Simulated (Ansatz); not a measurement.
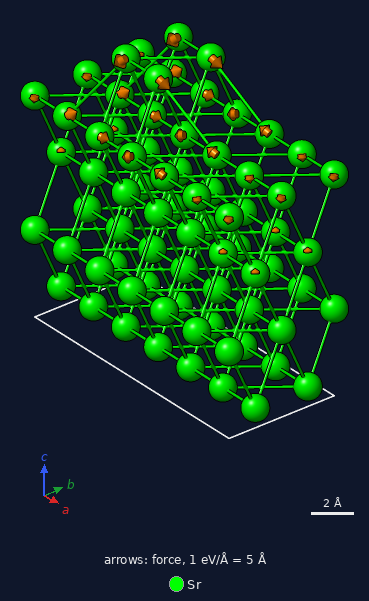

Starting geometry of a slab of composition Sr (cut from the Im-3m phase) with the computed forces as orange arrows. Style: ball-and-stick. Shown: the 1 × 2 repeat of the cell, outlined in the plane, without the vacuum (origin shifted), slightly off an axis.

Case: stripe over 3 of 6 cells, two steps. 12 atoms are held fixed.

Computed with Ansatz 0.2.0, DFT PBE, scalar-relativistic, plane waves, PAW.

Input
```yaml
crystal:
  lattice:
    - [24.7200370544, 0.0, 0.0]
    - [-2.7466707838, 3.8843790739, 0.0]
    - [0.0, 0.0, 25.4558838236]
  atoms:
    - { symbol: Sr, position: [0.0, 0.0, 0.0589254732] }
    - { symbol: Sr, position: [0.1666666667, 0.5, 0.1910745268] }
    - { symbol: Sr, position: [0.1666666667, 1.0, 0.0589254732] }
    - { symbol: Sr, position: [0.3333333333, 0.5, 0.1910745268] }
    - { symbol: Sr, position: [0.3333333333, 1.0, 0.0589254732] }
    - { symbol: Sr, position: [0.5, 0.5, 0.1910745268] }
    - { symbol: Sr, position: [0.5, 1.0, 0.0589254732] }
    - { symbol: Sr, position: [0.6666666667, 0.5, 0.1910745268] }
    - { symbol: Sr, position: [0.6666666667, 1.0, 0.0589254732] }
    - { symbol: Sr, position: [0.8333333333, 0.5, 0.1910745268] }
    - { symbol: Sr, position: [0.8333333333, 1.0, 0.0589254732] }
    - { symbol: Sr, position: [0.0, 0.5, 0.1910745268] }
    - { symbol: Sr, position: [1.0, 1.0, 0.3232235804] }
    - { symbol: Sr, position: [0.1666666667, 0.5, 0.455372634] }
    - { symbol: Sr, position: [0.1666666667, 1.0, 0.3232235804] }
    - { symbol: Sr, position: [0.3333333333, 0.5, 0.455372634] }
    - { symbol: Sr, position: [0.3333333333, 1.0, 0.3232235804] }
    - { symbol: Sr, position: [0.5, 0.5, 0.455372634] }
    - { symbol: Sr, position: [0.5, 1.0, 0.3232235804] }
    - { symbol: Sr, position: [0.6666666667, 0.5, 0.455372634] }
    - { symbol: Sr, position: [0.6666666667, 1.0, 0.3232235804] }
    - { symbol: Sr, position: [0.8333333333, 0.5, 0.455372634] }
    - { symbol: Sr, position: [0.8333333333, 1.0, 0.3232235804] }
    - { symbol: Sr, position: [0.0, 0.5, 0.455372634] }
    - { symbol: Sr, position: [0.1666666667, 1.0, 0.5875216876] }
    - { symbol: Sr, position: [0.3333333333, 1.0, 0.5875216876] }
basis:
  ecutwfc: 420
kpoints:
  mp_grid: { grid: [2, 10, 1] }
hamiltonian:
  xc: pbe
scf:
  occupations: { method: gaussian, width: 0.1 }
output:
  forces: true
  eigenvalues: true
  populations: true
  write_density: true
  write_potential: true
  elf: true
  volumetric_format: npy
relax:
  adjacent_minimum: "off"
  f_tol: 0.02
  max_steps: 45
  constraints: [{ sites: [0, 1, 2, 3, 4, 5, 6, 7, 8, 9, 10, 11] }]
efield:
  axis: 3
  dipole_correction: true
  ramp_width: 0.04
```

Command:
```bash
ansatz run input.yaml --threads 4 --pin off --max-ram 9216MiB --backend cpu --events-out ev --progress --plain --runs-dir out
```

Is this structure relaxed? If not, where do the atoms go?

It isn't relaxed: the largest force vector, on Sr atoms, is 0.17 eV/Å. The final displacements follow the starting forces only in part (cosine between the two patterns 0.77). Over 3 geometry steps the energy falls by 80.8 meV per cell of the calculation. Largest force component: 0.12 eV/Å at the start, 0.018 eV/Å at the end. The largest moves, 0.23 Å, are those of Sr25 and Sr26. Sr26 goes at 18° to the normal (−c side). The cell doesn't change. Some distances before and after: Sr18–Sr26 4.757 → 4.402 Å, Sr14–Sr16 4.120 → 3.965 Å, Sr25–Sr26 4.120 → 4.239 Å, Sr18–Sr20 4.120 → 4.205 Å. Bond angles that change, for instance: Sr23–Sr22–Sr24 70.5° → 73.3°, Sr23–Sr22–Sr24 109.5° → 112.2°, Sr20–Sr22–Sr24 180.0° → 177.5°. The run took 5.5 min on 4 threads of Intel(R) Xeon(R) 6975P-C (Granite Rapids), on a shared host, peak memory 7.3 GiB.
